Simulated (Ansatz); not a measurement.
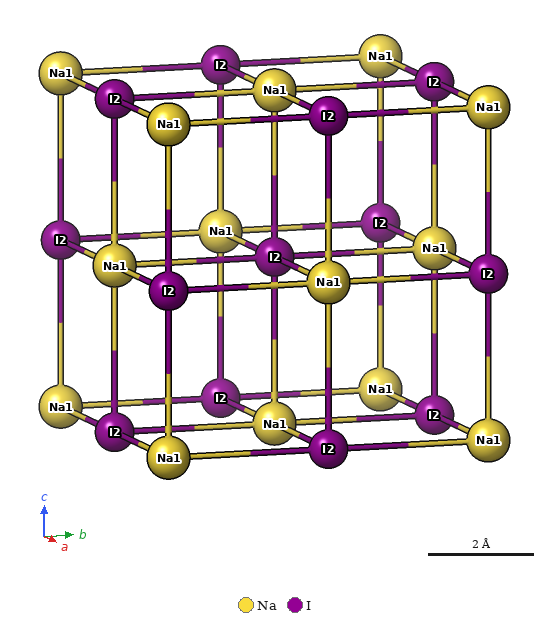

*The structure as given in the input (ball-and-stick view of the cell 4 times as large as that of the calculation, set on its symmetry axes, seen slightly off an axis; atoms are numbered from 1 in the order of the input).*

Near neighbours in the crystal (not all of them lie inside the picture): Na has 6 I at 3.23 Å; I has 6 Na at 3.23 Å.

**Run report: NaI, GW calculation**

System: NaI (Fm-3m, 2 atoms in the cell).
Method: DFT, HSE06, plane waves, PAW, no spin polarisation (Ansatz 0.2.0).

The structure derives from an entry of the Crystallography Open Database. The geometry comes from this level: r2SCAN. It belongs to a series of runs on one base structure; here: G0W0 settings. Figures and captions count atoms from 1; the log counts them from 0 in places.

**The program's output**
```
exact exchange: scf.exx.singularity resolves to wigner_seitz, which cuts the screened interaction at the faces of the exchange supercell's Wigner-Seitz cell, so that each pair interacts once, at the shortest of its separations (the periodic images that this leaves out come, for a point-like exchange hole, to about 0.035 eV on a filled level). The cut falls within the interaction's reach, and what an exchange supercell this small leaves in the energy, the band gaps and, where it is computed, the pressure is not bounded here. The exchange supercell (the smallest cell that an SCF of this deck is solved on times the 2×2×2 mesh of the exchange sum) has its nearest image at L = 9.13 Å, 1.90 times the interaction's range 1/ω = 4.81 Å. A denser mesh of the exchange sum (kpoints.mp_grid; where a k-mesh is refused, the cell repeated along its short axes), shrinks what is left. The k-mesh (kpoints.mp_grid) can leave an error of its own, as it does under a semilocal functional: two runs of this structure under PBE, one on that k-mesh and one on a denser one or on the cell repeated (per cell), show about how large it is in the energy; in a metal the hybrid's can be larger than they show. Converge the k-mesh under the hybrid itself. See scf.exx.q_mesh
Engine: ansatz 0.2.0, aarch64-unknown-linux-gnu
Pseudopotentials: kind: paw
Pseudopotential: Na, paw, valence charge 9, recommended cutoff 420 eV (normal), Na.paw.azcp
Pseudopotential: I, paw, valence charge 17, recommended cutoff 420 eV (normal), I.paw.azcp
Functional definition: HSE06
  parameter a = 0.25
  parameter omega = 0.11/bohr
  exchange = pbe_x - a*pbe_x_sr(omega) + a*exact_x_sr(omega)
  correlation = pbe_c
davidson cushion auto → on  (no smearing: the cushion is to keep the highest requested band from converging to the state above it; pin scf.eigensolver.cushion to override)
Crystal: 2 atoms, lattice volume = 67.373 Å³
Basis set: ecut = 420 eV, 1363 PW (Γ)
Bands: 17, of which v1, the nominal top of the filled ones, is band 13 counted from 1 (12 counted from 0)
Symmetry: 48 space group operations
Space group: Fm-3m (ITA 225), of the structure as read, at distance tolerance 4.1e-5 Å
k-points: 3 of 8
Non-local potential: Na, projectors of the file, l = 0: 3, l = 1: 2, l = 2: 1
Non-local potential: I, projectors of the file, l = 0: 2, l = 1: 2, l = 2: 2, l = 3: 2
PAW form: soft (Blöchl's): semilocal exchange-correlation on the pseudo side does not see the compensation charge
PAW frozen core: Na, regenerated for the run's functional, and the local potential with it (the file was generated under x = pbe(κ = 0.804, μ = 0.2195149727645171), c = pbe(β = 0.06672455060314922))
PAW frozen core: I, regenerated for the run's functional, and the local potential with it (the file was generated under x = pbe(κ = 0.804, μ = 0.2195149727645171), c = pbe(β = 0.06672455060314922))
PAW one-centre angular grid: Na, 110 points (default); XC on 96 Gauss nodes
PAW one-centre angular grid: I, 590 points (default); XC on 96 Gauss nodes
Initial density: superposition of atomic densities (neutral atoms: chi_scale 0, normalization atom), corrected by the library's trained network
Initial wavefunctions: pseudopotential atomic-orbital guess
Functional: x = pbe(κ = 0.804, μ = 0.2195149727645171), c = pbe(β = 0.06672455060314922), warm-up for x = pbe(κ = 0.804, μ = 0.2195149727645171) + 0.25 (exact − pbe) at short range (hse, ω = 0.20786987370883472 Å⁻¹), c = pbe(β = 0.06672455060314922); HSE06 as pw.x's `hse` composes it (authors' and Libxc's form: `xc: wpbeh`)
SCF iter   1: F=—  HF=-9001.463225 eV  |F-HF|=—  |Δ(HF+E_count)|=         —  Δρ=3.91e-3  dr2=2.68e-2  ethr=1.77e-3  ⟨swp⟩=10.3  Hψ=235  notcnv=0
preconditioner: auto → none  [insulator: Δε(μ)=3.657 eV  Ē_g=10.742 eV  n_scr=14 (ndim 8)  ℏωp=12.8 eV  f_vac=0.067]
iter 2 solved again at ethr=5.12e-6 eV; its pass at ethr=1.03e-4 eV (dr2=1.33e-3 eV) is discarded
SCF iter   2: F=—  HF=-9001.456247 eV  |F-HF|=—  |Δ(HF+E_count)|=   6.98e-3  Δρ=1.24e-3  dr2=1.32e-3  ethr=5.12e-6  ⟨swp⟩=3.3  Hψ=260  notcnv=0  defer=2
SCF iter   3: F=-9001.456695 eV  HF=-9001.456567 eV  |F-HF|=1.28e-4  |Δ(HF+E_count)|=   3.20e-4  Δρ=4.84e-4  dr2=1.58e-4  ethr=5.06e-6  ⟨swp⟩=3.3  Hψ=136  notcnv=0  defer=1
SCF 1 stopped early in 3 iterations: F = -9001.456695 eV  dr2 = 1.58e-4
  greatest PAW one-centre occupation: 0.999 electrons in one spin orbital (limit 2), on the Na atom at site 0 (counted from 0), in its partial waves of l = 0
Initial density: handed on by an earlier stage of this run
Initial wavefunctions: those handed on with the density
Functional: x = pbe(κ = 0.804, μ = 0.2195149727645171) + 0.25 (exact − pbe) at short range (hse, ω = 0.20786987370883472 Å⁻¹), c = pbe(β = 0.06672455060314922); HSE06 as pw.x's `hse` composes it (authors' and Libxc's form: `xc: wpbeh`)
Exchange kernel: α = 0.2500, screened, ω = 0.2079 Å⁻¹, Wigner–Seitz truncation, v(0) = 803.0895 eV·Å³, q-mesh 2×2×2, nearest image of the exchange supercell L = 9.13 Å, pair-density grid 18×18×18, without the augmentation charges, whose exchange is taken in its separable form by FFT convolution over the k-point mesh (sized by the pseudopotential files, 25×25×25 at the most), smooth part of the exact exchange by density-matrix convolution
Frozen-core exchange: fock
SCF iter   1: F=—  HF=-9006.488582 eV  |F-HF|=—  |Δ(HF+E_count)|=         —  Δρ=3.74e-3  dr2=5.77e-3  ethr=6.08e-6  ⟨swp⟩=5.3  Hψ=223  notcnv=0
preconditioner: auto → none  [insulator: Δε(μ)=4.701 eV  Ē_g=12.067 eV  n_scr=14 (ndim 8)  ℏωp=12.8 eV  f_vac=0.100]
SCF iter   2: F=—  HF=-9006.486043 eV  |F-HF|=—  |Δ(HF+E_count)|=   2.54e-3  Δρ=8.29e-4  dr2=5.27e-4  ethr=6.08e-6  ⟨swp⟩=3.0  Hψ=143  notcnv=0
SCF iter   3: F=—  HF=-9006.488273 eV  |F-HF|=—  |Δ(HF+E_count)|=   2.23e-3  Δρ=5.05e-4  dr2=1.04e-4  ethr=1.35e-6  ⟨swp⟩=4.0  Hψ=161  notcnv=0
SCF iter   4: F=—  HF=-9006.488272 eV  |F-HF|=—  |Δ(HF+E_count)|=   8.74e-7  Δρ=1.25e-4  dr2=7.02e-6  ethr=3.79e-7  ⟨swp⟩=3.0  Hψ=137  notcnv=0
SCF iter   5: F=-9006.488291 eV  HF=-9006.488291 eV  |F-HF|=3.54e-8  |Δ(HF+E_count)|=   1.87e-5  Δρ=2.39e-5  dr2=3.00e-7  ethr=2.18e-8  ⟨swp⟩=4.0  Hψ=141  notcnv=0
SCF 2 stopped early in 5 iterations: F = -9006.488291 eV  dr2 = 3.00e-7
hybrid outer 1: dexx = +2.187e-3 eV, tail = 8.49e-6 eV
Exchange kernel: α = 0.2500, screened, ω = 0.2079 Å⁻¹, Wigner–Seitz truncation, v(0) = 803.0895 eV·Å³, q-mesh 2×2×2, nearest image of the exchange supercell L = 9.13 Å, pair-density grid 18×18×18, without the augmentation charges, whose exchange is taken in its separable form by FFT convolution over the k-point mesh (sized by the pseudopotential files, 25×25×25 at the most), smooth part of the exact exchange by density-matrix convolution
Frozen-core exchange: fock
SCF iter   1: F=—  HF=-9006.488191 eV  |F-HF|=—  |Δ(HF+E_count)|=         —  Δρ=4.33e-5  dr2=8.11e-7  ethr=1.63e-7  ⟨swp⟩=2.7  Hψ=118  notcnv=0
preconditioner: auto → none  [insulator: Δε(μ)=4.735 eV  Ē_g=12.074 eV  n_scr=14 (ndim 8)  ℏωp=12.8 eV  f_vac=0.111]
iter 2 solved again at ethr=4.63e-11 eV; its pass at ethr=2.93e-9 eV (dr2=1.20e-8 eV) is discarded
SCF iter   2: F=-9006.488191 eV  HF=-9006.488191 eV  |F-HF|=1.32e-8  |Δ(HF+E_count)|=   3.48e-7  Δρ=5.68e-6  dr2=2.24e-8  ethr=4.63e-11  ⟨swp⟩=4.3  Hψ=282  notcnv=0  defer=1
SCF 3 converged in 2 iterations: F = -9006.488191 eV  dr2 = 2.24e-8
```

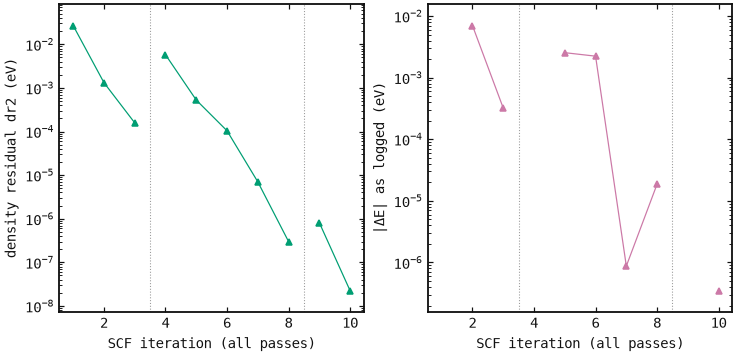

*Convergence of the self-consistent field: density residual dr2 and size of the energy change against the SCF iteration. The run starts with a semilocal functional; after that each stretch between dotted lines is one SCF of the hybrid functional between two exact rebuilds of the exchange operator by the outer loop. Early passes are stopped at a loose threshold.*

The passes take 3, 5 and 2 iterations.

```
hybrid outer 2: dexx = +9.813e-8 eV, tail = 7.22e-8 eV, Δε = 2.98e-3 eV (about 3.72e-4 eV left of the loop's levels)
NSCF: frozen V_eff on 3 k-points
Exchange-term sweep: 0 of 3 (spin, k) points
Exchange-term sweep: 1 of 3 (spin, k) points
Exchange-term sweep: 2 of 3 (spin, k) points
Exchange-term sweep: 3 of 3 (spin, k) points
G₀W₀ screening: q 1/3
G₀W₀ screening: q 2/3
G₀W₀ screening: q 3/3
G₀W₀ self-energy: k 1/3
G₀W₀ self-energy: k 2/3
G₀W₀ self-energy: k 3/3
NSCF: frozen V_eff on 1 k-points
NSCF: frozen V_eff on 1 k-points
hybrid SCF converged: 2 outer / 7 inner (+3 warm-up), last move |dexx| = 9.81e-8 eV, tail = 7.22e-8 eV
Stability not checked: this state was not tested for a lower state beside it, because the functional holds exact exchange (a hybrid, or Hartree-Fock), whose exchange loop this test does not read (fock_operator; see scf.lower_state_search)
Free energy (F): -9006.488191 eV
Frozen-core exchange: fock
Harris-Foulkes:  -9006.488191 eV  (|F-HF|=1.32e-8)
Internal energy: -9006.488191 eV  (E = F + TS)
E sigma→0 (E₀):  -9006.488191 eV
Fermi energy:    2.502908 eV
--- Per-component energies (eV) ---
  E_band       = -674.452276
  E_kinetic    = 311.547032
  E_local      = -3348.273664  (includes V_loc(G=0)·N_el)
  E_nonlocal   = 25.424267
  E_hartree    = 1521.435577
  E_xc         = -135.248750
  E_vxc        = -143.801682  (∫ρ·V_xc dr)
  E_exx        = -93.394012  (= α·E_x^exact, valence–valence)
  E_paw        = -5025.002916  (= ΣΔE_a)
  E_vpaw       = -375.423895  (= ΣTr[D̂ρ^β])
  E_aug_tail   = -0.000031  (compensation charges beyond the density's cutoff)
  E_ewald      = -2262.584261
  E_core_change = -0.391433  (= ΣΔE_core)
  E_smearing   = -0.000000  (= −TS)
  E_closure    = -0.000000  (closes the sum)
  Σ components = -9006.488191   (vs F -9006.488191, Δ=0.00e0)
--- Band table (eV) ---
  k-point 0: bands = ["-52.2872", "-42.6510", "-42.6510", "-42.6474", "-42.6474", "-42.6474", "-22.4546", "-22.4546", "-22.4546", "-9.3684", "2.5029", "2.5029", "2.5029", "7.2375", "11.5030"]
  k-point 1: bands = ["-52.2871", "-42.6510", "-42.6510", "-42.6474", "-42.6474", "-42.6473", "-22.4598", "-22.4547", "-22.4547", "-9.0097", "0.1969", "2.2005", "2.2005", "8.6004", "11.0158"]
  k-point 2: bands = ["-52.2871", "-42.6510", "-42.6508", "-42.6475", "-42.6475", "-42.6473", "-22.4587", "-22.4563", "-22.4563", "-8.9190", "0.4762", "1.7055", "1.7055", "8.0046", "8.9995"]
  guard bands above this table: 2 of the run's 17 bands. The solve was not asked for them (output.publish_guard_bands: true or output.eigenvalues: true publishes all)
--- G₀W₀: ω_p = 23.0675 eV, 8 q-points, 60 empty bands' worth ---
  eigenvalues of the whole cell's RPA ε∞ on this k-mesh (on a slab, of 1 + 4πα/V) = 3.8373, 3.8373, 3.8373; static W/v taken at q = 0 is 0.260603
  GN-PPA: 40418/99793 pairs with Re ω̃² < 0 across q-mesh
  bands read: the sum over 73 bands ends inside a degenerate multiplet in 1 slot, whose members it reads at an even weight; the widest, k=1: bands 73 to 74 (counted from 1) at 1/2 each
  gw.qp_kpoints: band_edges: 3 of 3 stored k-points solved, in 1 pass; an edge of the gap read off the rows below is read off those points alone
    ik  band        ε_KS         Σx   Σc(E_QP)       V_xc       Z   E_QP_lin       E_QP  E_QP is
     0    13      2.5029   -17.9713     2.1330   -15.2680  0.8233     1.9305     1.9325  root
     0    14      7.2375    -4.7151    -3.3879    -8.5838  0.8455     7.7202     7.7184  root
     1    13      2.2005   -17.5885     2.1408   -14.8310  0.8237     1.5814     1.5838  root
     1    14      8.6004    -3.8030    -3.2910    -7.4552  0.8440     8.9621     8.9616  root
     2    13      1.7055   -17.1040     2.1433   -14.2709  0.8239     1.0124     1.0156  root
     2    14      8.0046    -4.0791    -3.2948    -7.8625  0.8446     8.4950     8.4932  root
```

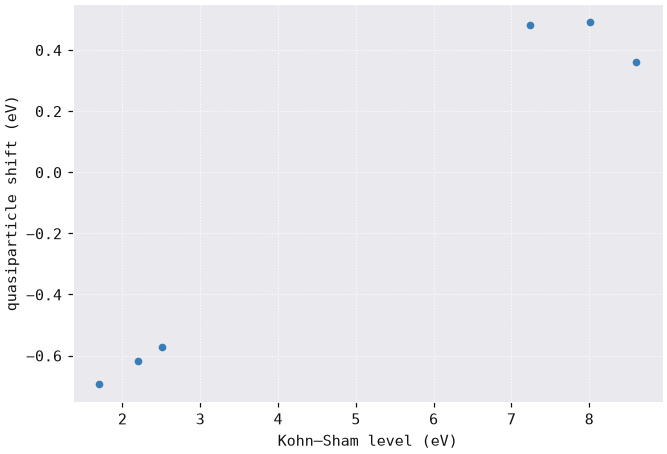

*Quasiparticle corrections (linearised) against the Kohn–Sham levels, for the bands and k-points computed.*

On this mesh the gap goes from 4.73 to 5.79 eV.

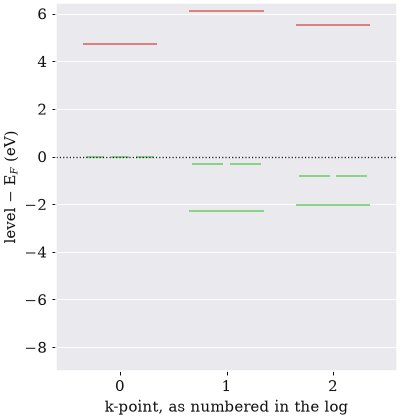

*Kohn–Sham levels near the Fermi level (dotted) at the few k-points that the log prints; levels within 0.02 eV of each other stand side by side.*

Among these points the highest filled and lowest empty levels are 4.73 eV apart, which is the gap on the mesh.

The run was set up as follows.

**Input file**
```yaml
crystal:
  lattice:
    - [0.0, 3.2296282834, 3.2296282834]
    - [3.2296282834, 0.0, 3.2296282834]
    - [3.2296282834, 3.2296282834, 0.0]
  atoms:
    - { symbol: Na, position: [0.0, 0.0, 0.0] }
    - { symbol: I, position: [0.5, 0.5, 0.5] }
kpoints:
  mp_grid: { grid: [2, 2, 2] }
hamiltonian:
  xc: hse06
scf:
  occupations: { method: fixed }
gw:
  n_empty_bands: 60
  ecut_chi: 80
  qp_bands: [v1, c1]
  qp_kpoints: band_edges
  screening: { model: godby_needs }
```

Command:
```bash
ansatz run input.yaml --threads 4 --pin off --max-ram 3686MiB --backend cpu --events-out ev --progress --plain --runs-dir out
```

**Summary**

| quantity | value |
| --- | --- |
| outcome | converged |
| space group (tolerance 0.01 Å) | Fm-3m (225) |
| electrons treated | 26 |
| free energy | −9006.4882 eV |
| Fermi energy | 2.503 eV |
| gap on the k-point mesh | 4.73 eV |
| quasiparticle gap on the mesh | 5.79 eV |
| hardware | 4 threads of an Arm (aarch64) CPU, shared host |
| wall time | 10 s (CPU time 28 s) |
| peak memory | 0.42 GiB |

**Remarks**

Settings chosen away from the usual ones: G0W0 settings. The GW levels are not extrapolated in basis or mesh. The k-point mesh is coarse for a cell of this size, so the results may not be converged.
